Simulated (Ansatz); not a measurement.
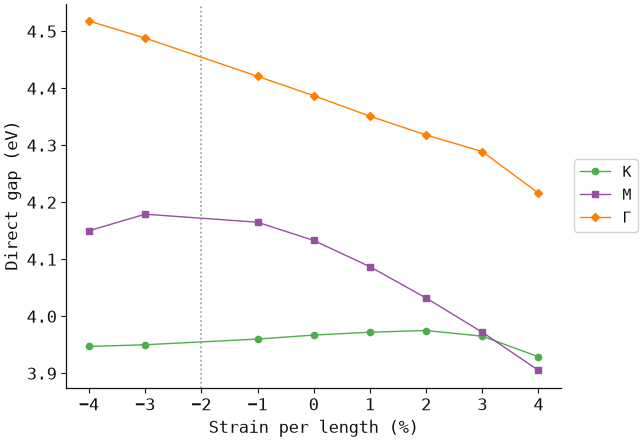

Direct gap at each named k point. The names follow the standardised cell of this lattice; in reduced coordinates of the cell that was run, K is (0.333, 0.333, 0) and M is (0.5, 0, 0). One run is left out (dotted line).

System: La2O3, space group P-3m1, 5 atoms in the cell, relaxed with r2SCAN; unstrained, a = 3.935 Å, c = 6.126 Å (hexagonal axes). The cell is strained biaxially in the xy plane; the length along z and the atoms are relaxed again with r2SCAN. Points keep the names and reduced coordinates of the unstrained primitive cell. Ansatz; PBE, Ansatz PAW set, no spin polarisation, no spin-orbit coupling, 12×12×4 k mesh, 420 eV cutoff.

| strain | K (eV) | M (eV) | Γ (eV) |
| --- | --- | --- | --- |
| −4 % | 3.95 | 4.15 | 4.52 |
| −3 % | 3.95 | 4.18 | 4.49 |
| −1 % | 3.96 | 4.17 | 4.42 |
| 0 % | 3.97 | 4.13 | 4.39 |
| +1 % | 3.97 | 4.09 | 4.35 |
| +2 % | 3.97 | 4.03 | 4.32 |
| +3 % | 3.97 | 3.97 | 4.29 |
| +4 % | 3.93 | 3.90 | 4.22 |

Q: Fill in the row for −2 %.

A: Fits through the other points give 3.96 eV at K, 4.17 eV at M and 4.46 eV at Γ (parabolas). The run itself gives 3.96, 4.18 and 4.46 eV, within 0.01 eV of the estimates.

The smallest gap over all k points computed is 3.66, 3.74, 3.82, 3.85, 3.84, 3.75, 3.66, 3.56 and 3.47 eV in turn; it lies up to 0.43 eV under the lowest value plotted. Spin-orbit coupling is left out, which matters for La. Semilocal functionals put the empty 4f levels of La too low. LDA, GGA and most meta-GGA functionals understate gaps. L is left out: the lowest level there has a kink along the series, as when two levels cross.
